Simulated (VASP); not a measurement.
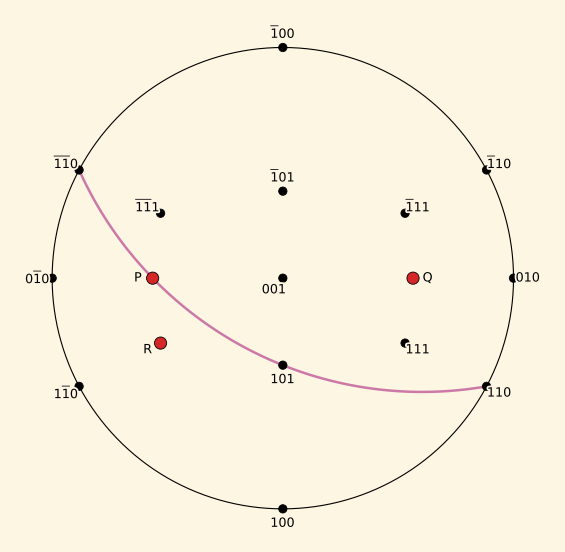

Stereographic projection of plane normals (upper hemisphere) centred on (0 0 1). Crystal: BN, a cell listed in the Materials Project, as set up for an electronic-structure calculation. The drawing is computed from the coordinates (standard cell, symmetry found to 0.002 Å).

a = 4.880 Å, b = 2.591 Å, c = 4.292 Å, α = 90.00°, β = 90.00°, γ = 90.00°.

> Index the poles marked P, Q, R.

P is (0 −1 1), 58.9° from the centre; Q is (0 1 1), 58.9° from the centre; R is (1 −1 1), 61.9° from the centre.

> Which zone does the coloured great circle trace?

The zone [1 −1 −1]: its poles satisfy h − k − l = 0.

> What is the angle between the normals of (0 1 0) and (1 −1 1), and what are their d_hkl = 1/|g|?

141.2°; d = 2.591 Å and 2.020 Å.
